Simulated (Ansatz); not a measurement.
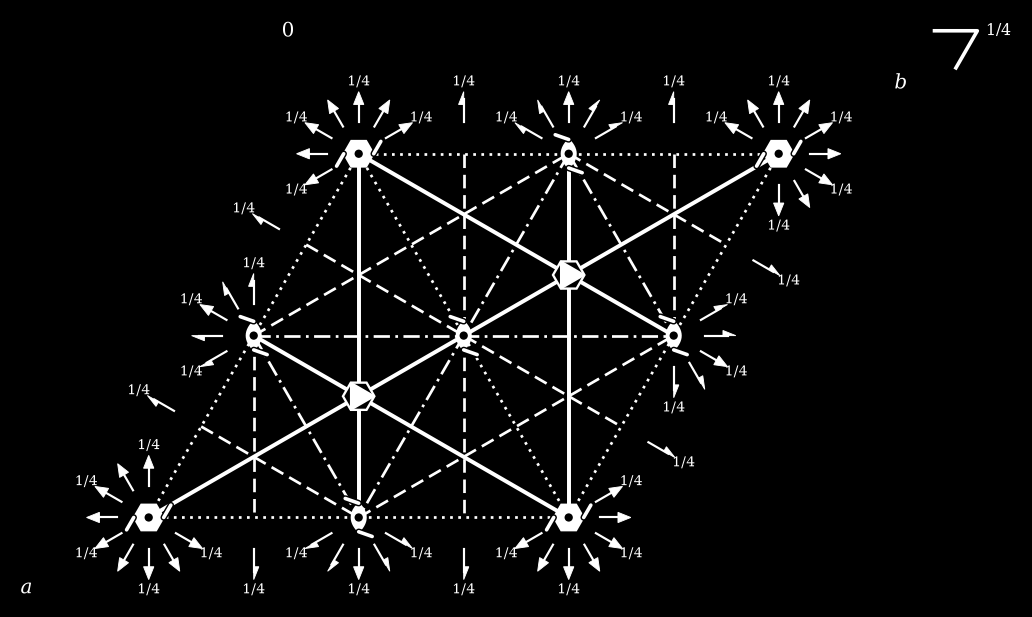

Symmetry elements of a space group, projected down c, computed from the operations of a computed or model structure of composition Si.

Graphical symbols as in the International Tables (origin upper left, heights as fractions; handed screw axes are marked by their printed symbols).

Which space group is it?

Answer. P6_3/mmc, No. 194; primitive hexagonal, point group 6/mmm, 24 general positions a cell.

List the elements shown.

Answer. −6 axes along c at (1/3, 2/3), (2/3, 1/3); 6₃ axes along c at (0, 0); 2₁ axes along c at (0, 1/2), (1/2, 0), (1/2, 1/2); inversion centres at (0, 0), (0, 1/2), (1/2, 0), (1/2, 1/2); mirror planes holding c and [1 2 0] or [2 1 0] or [−1 1 0]; in-plane glide planes holding c and [1 2 0] or [2 1 0] or [−1 1 0]; c glide planes normal to a*, at x = 0; n glide planes normal to a*, at x = 1/2; c glide planes normal to b*, at y = 0; n glide planes normal to b*, at y = 1/2; c glide planes holding c and [1 1 0]; diagonal glide planes holding c and [1 1 0]; a mirror plane normal to c at height 1/4; 2 axes along [1 1 0] at height 0; 2 axes along [1 2 0] at height 1/4; 2 axes along [2 1 0] at height 1/4; 2 axes along [−1 1 0] at height 1/4; 2 axes along a at height 0; 2 axes along b at height 0; 2₁ axes along [1 1 0] at height 0; 2₁ axes along [1 2 0] at height 1/4; 2₁ axes along [2 1 0] at height 1/4; 2₁ axes along [−1 1 0] at height 1/4; 2₁ axes along a at height 0; 2₁ axes along b at height 0. Heights repeat every half period; positions are (a, b) fractions, modulo 1.
